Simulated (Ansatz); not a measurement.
## HfO$_{2}$: single-point calculation (part 2 of 2)

Continued. System: HfO$_{2}$ (P2₁/c, 48 atoms in the cell). Method: DFT PBE, scalar-relativistic, plane waves, PAW, no spin polarisation (Ansatz 0.2.0); cutoff 420 eV, 2×2×2 k-mesh, Gaussian smearing of 0.05 eV. The structure derives from an entry of the Crystallography Open Database.

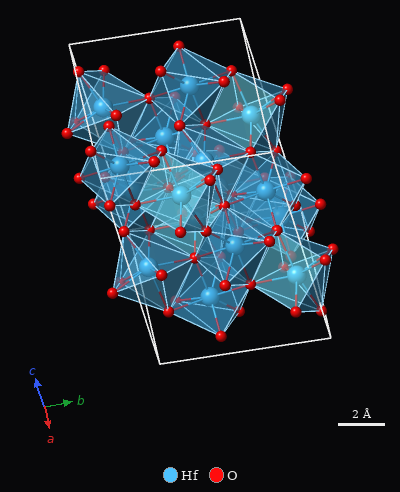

The structure as given in the input (polyhedral view of the cell of the calculation, seen at an oblique angle; polyhedra are completed across the faces of the cell). An atom can appear more than once, as a periodic image.

### Output, continued
```
  k-point 1: bands = ["-46.1743", "-46.1743", "-46.1656", "-46.1656", "-46.1656", "-46.1656", "-46.1595", "-46.1595", "-46.1573", "-46.1573", ... 143 levels left out ..., "3.9854", "3.9872", "3.9872", "3.9890", "3.9890", "3.9890", "3.9890", "3.9918", "3.9918", "3.9918", "3.9918", "3.9934", "3.9934", "3.9949", "3.9949", "3.9970", "3.9970", "3.9980", "3.9980", "3.9984", "3.9984", "3.9984", "3.9984", "3.9988", "3.9988", "4.0055", "4.0055", "4.0055", "4.0055",
      "4.0076", "4.0076", "4.0108", "4.0108", "4.0108", "4.0108", "4.0155", "4.0155", "4.0163", "4.0163", "4.0292", "4.0292", "4.0337", "4.0337", "4.0337", "4.0337", "4.0479", "4.0479", "4.0536", "4.0536", "4.0560", "4.0560", "4.0560", "4.0560", "4.0719", "4.0719", "8.9281", "8.9281", "9.2731", "9.2731", "9.2774", "9.2774", "9.4304", "9.4304", "9.4304", "9.4304", "9.5888", "9.5888", "9.7802", "9.7802",
      "9.9680", "9.9680", "9.9680", "9.9680", "10.1897", "10.1897", "10.1897", "10.1897", "10.4140", "10.4140", "10.4555", "10.4555", "10.6138", "10.6138", "10.6138", "10.6138", "10.6429", "10.6429", "10.7961", "10.7961", "11.0028", "11.0028", "11.0028", "11.0028", "11.1693", "11.1693", "11.1693", "11.1693", "11.3960", "11.3960", "11.4754", "11.4754", "11.8261", "11.8261", "12.0105", "12.0105", "12.0806", "12.0806", "12.0806", "12.0806",
      "12.1165", "12.1165", "12.1258", "12.1258", "12.1258", "12.1258", "12.3038", "12.3038", "12.6262", "12.6262", "12.6262", "12.6262", "12.6395", "12.6395", "12.6624", "12.6624", "12.7807", "12.7807", "12.8999", "12.8999", "12.9673", "12.9673", "12.9673", "12.9673", "13.0525", "13.0525", "13.2159", "13.2159", "13.2159", "13.2159", "13.3111", "13.3111", "13.4725", "13.4725", "13.5352", "13.5352", "13.5352", "13.5352", "13.6401", "13.6401",
      "13.9647", "13.9647", "18.8753", "18.8753", "18.9323", "18.9323", "18.9662", "18.9662", "18.9662", "18.9662", "19.3493", "19.3493", "19.5484", "19.5484", "19.5484", "19.5484", "19.6012", "19.6012", "19.9782", "19.9782", "20.0401", "20.0401", "20.0401", "20.0401", "20.1106", "20.1106", "20.2498", "20.2498", "20.5091", "20.5091", "20.5221", "20.5221", "20.5221", "20.5221", "20.8614", "20.8614", "20.8614", "20.8614", "21.0283", "21.0283",
      "21.3037", "21.3037", "21.6849", "21.6849", "21.7770", "21.7770", "21.7770", "21.7770", "21.8123", "21.8123", "21.9554"]
  k-point 2: bands = ["-46.1730", "-46.1730", "-46.1675", "-46.1675", "-46.1631", "-46.1631", "-46.1627", "-46.1627", "-46.1602", "-46.1602", ... 143 levels left out ..., "3.9846", "3.9861", "3.9861", "3.9878", "3.9878", "3.9888", "3.9888", "3.9895", "3.9895", "3.9898", "3.9898", "3.9937", "3.9937", "3.9949", "3.9949", "3.9969", "3.9969", "3.9983", "3.9983", "3.9993", "3.9993", "4.0016", "4.0016", "4.0020", "4.0020", "4.0027", "4.0027", "4.0077", "4.0077",
      "4.0098", "4.0098", "4.0122", "4.0122", "4.0123", "4.0123", "4.0144", "4.0144", "4.0235", "4.0235", "4.0257", "4.0257", "4.0258", "4.0258", "4.0324", "4.0324", "4.0442", "4.0442", "4.0477", "4.0477", "4.0501", "4.0501", "4.0695", "4.0695", "4.0712", "4.0712", "9.2473", "9.2473", "9.2550", "9.2550", "9.3298", "9.3298", "9.3432", "9.3432", "9.3730", "9.3730", "9.6715", "9.6715", "9.7749", "9.7749",
      "9.8625", "9.8625", "9.9729", "9.9729", "10.0271", "10.0271", "10.1606", "10.1606", "10.2588", "10.2588", "10.3598", "10.3598", "10.5384", "10.5384", "10.6203", "10.6203", "10.6361", "10.6361", "10.7487", "10.7487", "10.7792", "10.7792", "11.0403", "11.0403", "11.3456", "11.3456", "11.4771", "11.4771", "11.5839", "11.5839", "11.6264", "11.6264", "11.6763", "11.6763", "11.8345", "11.8345", "11.9609", "11.9609", "12.1645", "12.1645",
      "12.1781", "12.1781", "12.2250", "12.2250", "12.2661", "12.2661", "12.4099", "12.4099", "12.4569", "12.4569", "12.5704", "12.5704", "12.6388", "12.6388", "12.7353", "12.7353", "12.7398", "12.7398", "12.8034", "12.8034", "12.8193", "12.8193", "12.9732", "12.9732", "13.0571", "13.0571", "13.1029", "13.1029", "13.3429", "13.3429", "13.3520", "13.3520", "13.3974", "13.3974", "13.5103", "13.5103", "13.7057", "13.7057", "13.8030", "13.8030",
      "13.8220", "13.8220", "18.5425", "18.5425", "18.9791", "18.9791", "19.0610", "19.0610", "19.1738", "19.1738", "19.2544", "19.2544", "19.4402", "19.4402", "19.5805", "19.5805", "19.7505", "19.7505", "19.8634", "19.8634", "19.9526", "19.9526", "20.0987", "20.0987", "20.2430", "20.2430", "20.3355", "20.3355", "20.4458", "20.4458", "20.5955", "20.5955", "20.6820", "20.6820", "20.8696", "20.8696", "20.8888", "20.8888", "21.1292", "21.1292",
      "21.2232", "21.2232", "21.4205", "21.4205", "21.4267", "21.4267", "21.6896", "21.6896", "21.9844", "21.9844", "22.0015"]
  k-point 5: bands = ["-46.1695", "-46.1695", "-46.1694", "-46.1678", "-46.1678", "-46.1645", "-46.1645", "-46.1637", "-46.1600", "-46.1585", ... 143 levels left out ..., "3.9863", "3.9863", "3.9869", "3.9869", "3.9874", "3.9888", "3.9888", "3.9892", "3.9892", "3.9897", "3.9910", "3.9910", "3.9911", "3.9911", "3.9915", "3.9915", "3.9948", "3.9959", "3.9959", "3.9961", "3.9990", "4.0022", "4.0022", "4.0042", "4.0042", "4.0046", "4.0046", "4.0069", "4.0101",
      "4.0108", "4.0108", "4.0113", "4.0125", "4.0141", "4.0174", "4.0174", "4.0179", "4.0179", "4.0290", "4.0290", "4.0313", "4.0313", "4.0348", "4.0348", "4.0456", "4.0457", "4.0457", "4.0460", "4.0460", "4.0495", "4.0495", "4.0545", "4.0545", "4.0567", "4.0950", "8.5974", "9.0756", "9.0756", "9.1803", "9.3826", "9.3826", "9.6070", "9.6070", "9.6574", "9.7446", "9.7446", "9.7589", "9.8169", "9.8797",
      "9.8797", "9.8877", "9.8925", "9.8925", "10.0108", "10.0108", "10.2115", "10.2115", "10.2375", "10.2375", "10.4267", "10.4267", "10.5228", "10.5823", "10.5823", "10.5831", "10.5831", "10.6728", "10.6728", "10.7698", "10.7882", "10.9969", "10.9969", "11.1885", "11.3382", "11.3382", "11.3462", "11.3462", "11.3953", "11.4581", "11.4581", "11.5436", "11.5436", "11.6384", "11.7971", "11.7971", "11.8077", "11.8077", "11.8891", "11.8891",
      "11.9737", "12.0949", "12.0949", "12.2099", "12.2431", "12.2431", "12.4832", "12.4832", "12.4863", "12.5512", "12.6037", "12.6037", "12.6067", "12.6067", "12.7758", "12.8427", "12.8822", "12.8822", "12.9335", "12.9335", "12.9465", "13.0719", "13.0719", "13.1186", "13.1186", "13.1347", "13.1347", "13.2974", "13.3363", "13.3363", "13.3389", "13.3389", "13.4102", "13.4102", "13.4659", "13.5871", "13.6547", "13.6547", "13.6549", "13.7145",
      "13.7145", "14.0286", "18.2751", "18.7629", "18.7629", "18.9532", "18.9532", "19.2589", "19.2589", "19.3201", "19.3951", "19.3951", "19.4116", "19.4432", "19.4658", "19.4658", "19.7500", "19.7500", "19.8509", "19.8509", "19.9992", "20.0179", "20.0975", "20.0975", "20.1232", "20.2531", "20.2531", "20.3224", "20.3224", "20.3535", "20.3535", "20.6731", "20.9181", "20.9181", "20.9760", "20.9760", "21.0090", "21.0090", "21.1293", "21.1293",
      "21.2421", "21.2421", "21.3395", "21.4143", "21.5769", "21.6061", "21.6305", "21.6305", "21.7985", "21.7985", "22.0650"]
```

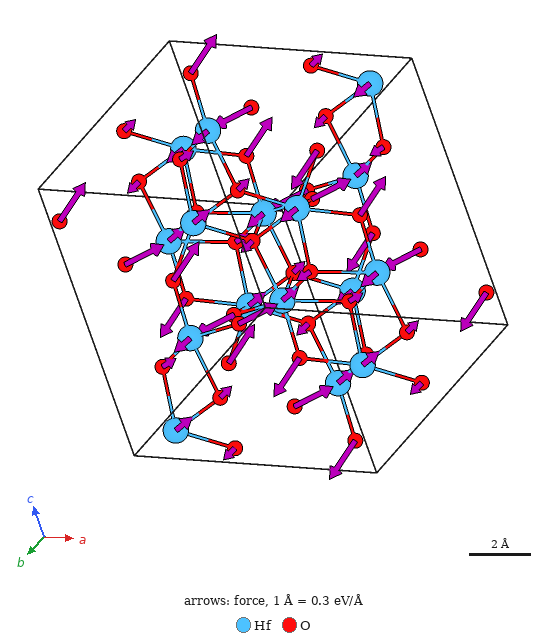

Forces on the atoms as pink arrows (ball-and-stick view of the cell of the calculation, seen at an oblique angle). The largest act on O33, O34, O35, O36, O37, O38 and 10 more (0.48 eV/Å); all 16 Hf atoms (0.23 eV/Å); O17, O18, O19, O20, O21, O22 and 10 more (0.17 eV/Å). Atoms are counted from 1 in the order of the input and aren't labelled in the picture. The geometry is not a stationary point of this energy.

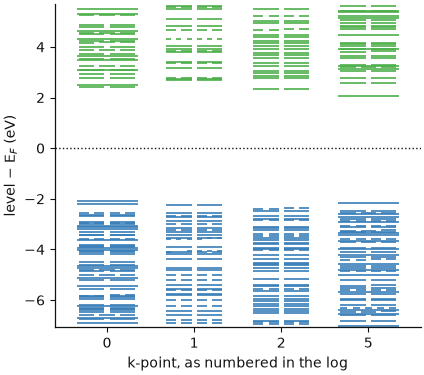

Kohn–Sham levels near the Fermi level (dotted) at the few k-points that the log prints; levels within 0.02 eV of each other stand side by side. Among these points the highest filled and lowest empty levels are 4.15 eV apart, which is the gap on the mesh.

The run was set up as follows.

### Input
```yaml
crystal:
  lattice:
    - [4.259337, -5.1857, 5.213867]
    - [-4.259337, -5.1857, -5.213867]
    - [5.976663, 5.1857, -5.213867]
  atoms:
    - { symbol: Hf, position: [0.1179, 0.87615, 0.03375] }
    - { symbol: Hf, position: [0.1179, 0.37615, 0.53375] }
    - { symbol: Hf, position: [0.6179, 0.37615, 0.03375] }
    - { symbol: Hf, position: [0.6179, 0.87615, 0.53375] }
    - { symbol: Hf, position: [0.5924, 0.58415, 0.71625] }
    - { symbol: Hf, position: [0.5924, 0.08415, 0.21625] }
    - { symbol: Hf, position: [0.0924, 0.08415, 0.71625] }
    - { symbol: Hf, position: [0.0924, 0.58415, 0.21625] }
    - { symbol: Hf, position: [0.3821, 0.12385, 0.46625] }
    - { symbol: Hf, position: [0.3821, 0.62385, 0.96625] }
    - { symbol: Hf, position: [0.8821, 0.62385, 0.46625] }
    - { symbol: Hf, position: [0.8821, 0.12385, 0.96625] }
    - { symbol: Hf, position: [0.9076, 0.41585, 0.78375] }
    - { symbol: Hf, position: [0.9076, 0.91585, 0.28375] }
    - { symbol: Hf, position: [0.4076, 0.91585, 0.78375] }
    - { symbol: Hf, position: [0.4076, 0.41585, 0.28375] }
    - { symbol: O, position: [0.3453, 0.8809, 0.9843] }
    - { symbol: O, position: [0.3453, 0.3809, 0.4843] }
    - { symbol: O, position: [0.8453, 0.3809, 0.9843] }
    - { symbol: O, position: [0.8453, 0.8809, 0.4843] }
    - { symbol: O, position: [0.1466, 0.861, 0.2657] }
    - { symbol: O, position: [0.1466, 0.361, 0.7657] }
    - { symbol: O, position: [0.6466, 0.361, 0.2657] }
    - { symbol: O, position: [0.6466, 0.861, 0.7657] }
    - { symbol: O, position: [0.1547, 0.1191, 0.5157] }
    - { symbol: O, position: [0.1547, 0.6191, 0.0157] }
    - { symbol: O, position: [0.6547, 0.6191, 0.5157] }
    - { symbol: O, position: [0.6547, 0.1191, 0.0157] }
    - { symbol: O, position: [0.3534, 0.139, 0.2343] }
    - { symbol: O, position: [0.3534, 0.639, 0.7343] }
    - { symbol: O, position: [0.8534, 0.639, 0.2343] }
    - { symbol: O, position: [0.8534, 0.139, 0.7343] }
    - { symbol: O, position: [0.8713, 0.66085, 0.86375] }
    - { symbol: O, position: [0.8713, 0.16085, 0.36375] }
    - { symbol: O, position: [0.3713, 0.16085, 0.86375] }
    - { symbol: O, position: [0.3713, 0.66085, 0.36375] }
    - { symbol: O, position: [0.5471, 0.50755, 0.88625] }
    - { symbol: O, position: [0.5471, 0.00755, 0.38625] }
    - { symbol: O, position: [0.0471, 0.00755, 0.88625] }
    - { symbol: O, position: [0.0471, 0.50755, 0.38625] }
    - { symbol: O, position: [0.6287, 0.33915, 0.63625] }
    - { symbol: O, position: [0.6287, 0.83915, 0.13625] }
    - { symbol: O, position: [0.1287, 0.83915, 0.63625] }
    - { symbol: O, position: [0.1287, 0.33915, 0.13625] }
    - { symbol: O, position: [0.9529, 0.49245, 0.61375] }
    - { symbol: O, position: [0.9529, 0.99245, 0.11375] }
    - { symbol: O, position: [0.4529, 0.99245, 0.61375] }
    - { symbol: O, position: [0.4529, 0.49245, 0.11375] }
basis:
  ecutwfc: 420
  fft_grid_basis: typed
kpoints:
  mp_grid: { grid: [2, 2, 2] }
hamiltonian:
  xc: pbe
  pseudopotentials: { kind: paw }
scf:
  occupations: { method: gaussian, width: 0.05 }
output:
  forces: true
  stress: false
  eigenvalues: true
  bader: false
  write_density: true
  volumetric_format: npy
```

Command:
```bash
ansatz run input.yaml --threads 4 --pin off --max-ram 10240MiB --backend cpu --events-out ev --progress --plain --runs-dir out
```

### Summary

- outcome: converged
- space group (tolerance 0.01 Å): P2₁/c (14)
- electrons treated: 608
- free energy: −269786.5256 eV
- Fermi energy: 16.198 eV
- gap on the k-point mesh: 4.15 eV
- largest force (length of the vector): 0.482 eV/Å
- hardware: 4 threads of Arm Neoverse V2, 24 GiB of memory available, shared host
- wall time: 29 s (CPU time 1.9 min)
- peak memory: 3.9 GiB

### Remarks

Spin–orbit coupling is left out, which matters for Hf.
